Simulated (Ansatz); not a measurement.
**A series of single points on TaN**

System: TaN (I4/mmm, 2 atoms in the cell).
Method: DFT r2SCAN, scalar-relativistic, plane waves, PAW, no spin polarisation (Ansatz 0.2.0).

The 5 runs differ only in the geometry, by a strain of the cell at fixed fractional positions. Against run 3, the strain is εxx = η and εyy = η. The structure derives from an entry of the Crystallography Open Database.

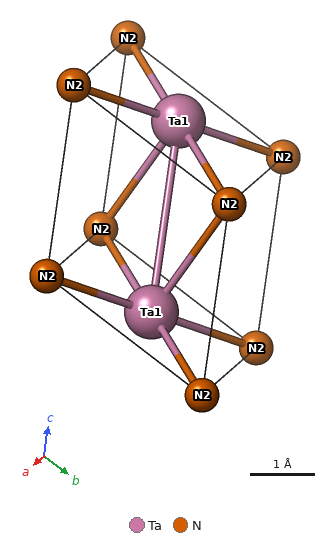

Figure 1. The structure of run 3 (ball-and-stick view of the reduced cell, seen slightly off an axis; atoms are numbered from 1 in the order of the input). An atom can appear more than once, as a periodic image.

### Input of run 3
```yaml
crystal:
  lattice:
    - [0.0, 2.179, 2.233475]
    - [2.179, 0.0, 2.233475]
    - [2.179, 2.179, 0.0]
  atoms:
    - { symbol: Ta, position: [0.5, 0.5, 0.5] }
    - { symbol: "N", position: [0.0, 0.0, 0.0] }
basis:
  ecutwfc: 500
kpoints:
  mp_grid: { grid: [18, 18, 18] }
hamiltonian:
  xc: r2scan
scf:
  occupations: { method: gaussian, width: 0.15 }
output:
  forces: true
  stress: true
  eigenvalues: true
```

Command:
```bash
ansatz run input.yaml --threads 1 --pin off --max-ram 2560MiB --backend cpu --events-out ev --progress --plain --runs-dir out
```

Run 2 differs from it as follows:
```diff
-    - [0.0, 2.179, 2.233475]
-    - [2.179, 0.0, 2.233475]
-    - [2.179, 2.179, 0.0]
+    - [0.0, 2.124525, 2.233475]
+    - [2.124525, 0.0, 2.233475]
+    - [2.124525, 2.124525, 0.0]
```

### Results, with one run withheld

| run | strain parameter η (%) | free energy per atom, from the lowest run given (meV) | pressure (GPa) |
| --- | --- | --- | --- |
| 1 | −5.0000 | 230.71 | 52.18 |
| 2 | −2.5000 | ? | ? |
| 3 | 0.0000 | 0.00 | 1.07 |
| 4 | 2.5000 | 17.52 | −15.12 |
| 5 | 5.0000 | 96.37 | −26.92 |

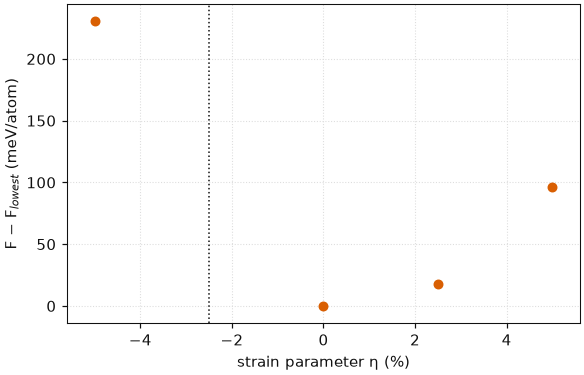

Figure 2. Free energy per atom of the runs given; the dotted line marks run 2.

Estimate the energy of run 2 from the others.

A quadratic polynomial in the coordinate, fitted to the 4 runs given, misses them by at most 5.95 meV per atom. With x = η − 0.6250, it reads F = −1.2536 − 5.1455 x + 6.3929 x² (meV per atom). At run 2 it gives 77.26 meV per atom, and the run itself gives 63.53. The fit has its minimum at η = 1.0274 %. The miss comes from the order of the polynomial or from scatter in that run; these data can't tell which.

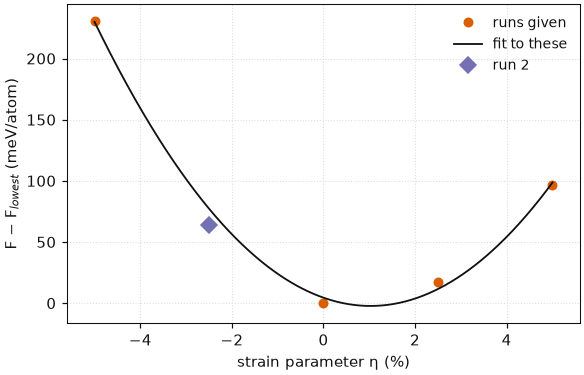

Figure 3. The fit and the withheld run.

### Output, shortened to warnings, some set-up lines, iterations and results (run 2)
```
Basis set: ecut = 500 eV, 533 PW (Γ), exchange–correlation on 96×96×96 points (64 copies of the dense FFT grid, shifted against one another)
Symmetry: 16 space group operations
k-points: 480 of 5832
Initial density: superposition of atomic densities (neutral atoms: chi_scale 0, normalization atom), corrected by the library's trained network
[...]
SCF iter   1: F=—  HF=-10330.835925 eV  |F-HF|=—  |Δ(HF+E_count)|=         —  Δρ=7.74e-3  dr2=4.27e-3  dr2_τ=1.59e-1  ethr=1.77e-3  ⟨swp⟩=5.7  Hψ=33973  notcnv=0
SCF iter   2: F=—  HF=-10330.916382 eV  |F-HF|=—  |Δ(HF+E_count)|=   8.05e-2  Δρ=6.46e-3  dr2=5.57e-3  dr2_τ=3.64e-4  ethr=2.37e-5  ⟨swp⟩=2.0  Hψ=15213  notcnv=0  defer=20
SCF iter   3: F=—  HF=-10330.916483 eV  |F-HF|=—  |Δ(HF+E_count)|=   1.00e-4  Δρ=3.76e-3  dr2=9.73e-4  dr2_τ=1.53e-4  ethr=2.37e-5  ⟨swp⟩=2.1  Hψ=8248  notcnv=0  defer=20
SCF iter   4: F=—  HF=-10330.917077 eV  |F-HF|=—  |Δ(HF+E_count)|=   5.95e-4  Δρ=1.34e-3  dr2=3.20e-4  dr2_τ=2.96e-5  ethr=5.40e-6  ⟨swp⟩=2.1  Hψ=9048  notcnv=0  defer=20
SCF iter   5: F=—  HF=-10330.917034 eV  |F-HF|=—  |Δ(HF+E_count)|=   4.32e-5  Δρ=8.09e-4  dr2=1.43e-4  dr2_τ=5.31e-6  ethr=1.78e-6  ⟨swp⟩=1.0  Hψ=6215  notcnv=0  defer=20
SCF iter   6: F=—  HF=-10330.917006 eV  |F-HF|=—  |Δ(HF+E_count)|=   2.79e-5  Δρ=1.75e-4  dr2=6.76e-6  dr2_τ=1.51e-7  ethr=7.92e-7  ⟨swp⟩=2.2  Hψ=8022  notcnv=0  defer=20
SCF iter   7: F=—  HF=-10330.917004 eV  |F-HF|=—  |Δ(HF+E_count)|=   2.26e-6  Δρ=3.12e-5  dr2=1.85e-7  dr2_τ=7.18e-9  ethr=3.75e-8  ⟨swp⟩=2.0  Hψ=8086  notcnv=0  defer=20
SCF iter   8: F=-10330.917004 eV  HF=-10330.917004 eV  |F-HF|=2.13e-9  |Δ(HF+E_count)|=   1.19e-9  Δρ=5.33e-6  dr2=5.34e-9  dr2_τ=3.07e-10  ethr=5.56e-10  ⟨swp⟩=5.9  Hψ=26851 …
SCF 1 converged in 8 iterations: F = -10330.917004 eV  dr2 = 5.34e-9
SCF converged after 8 iterations
Free energy (F): -10330.917004 eV
Harris-Foulkes:  -10330.917004 eV  (|F-HF|=2.13e-9)
Internal energy: -10330.908149 eV  (E = F + TS)
E sigma→0 (E₀):  -10330.912576 eV
Entropy (-TS):   -0.008855 eV (-4.428 meV/atom)
Fermi energy:    23.048593 eV
--- Per-component energies (eV) ---
  E_band       = -39.277756
  E_kinetic    = 507.660619
  E_local      = -550.615337  (includes V_loc(G=0)·N_el)
  E_nonlocal   = 60.704804
  E_hartree    = 189.560218
  E_xc         = -267.131854
  E_vxc        = -310.615429  (∫ρ·V_xc dr)
  E_paw        = -8553.054769  (= ΣΔE_a)
  E_vpaw       = -141.586944  (= ΣTr[D̂ρ^β])
  E_aug_tail   = 0.000109  (compensation charges beyond the density's cutoff)
  E_vtau       = 16.053532  (kinetic-family band-sum trace: ∫τ·v_τ [+ j·A + Jᵃ·Aᵃ] dr)
  E_ewald      = -1717.246094
  E_core_change = -0.785845  (= ΣΔE_core)
  E_smearing   = -0.008855  (= −TS)
  E_closure    = 0.000000  (closes the sum)
  Σ components = -10330.917004   (vs F -10330.917004, Δ=0.00e0)
--- Forces (eV/Å), atoms counted from 1 ---
  atom   1  Ta     0.00000000     0.00000000    -0.00000000
  atom   2  N     -0.00000000     0.00000000    -0.00000000
  max |Σ_I F_I| component: 2.21e-29 eV/Å
--- Stress (GPa, compression-positive) ---
       34.370162       0.000000       0.000000
        0.000000      34.370162      -0.000000
        0.000000       0.000000       0.199112
  P = ⅓ Tr σ = 22.9798 GPa (229.798 kbar)
```

Notes: Spin–orbit coupling is left out, which matters for Ta.
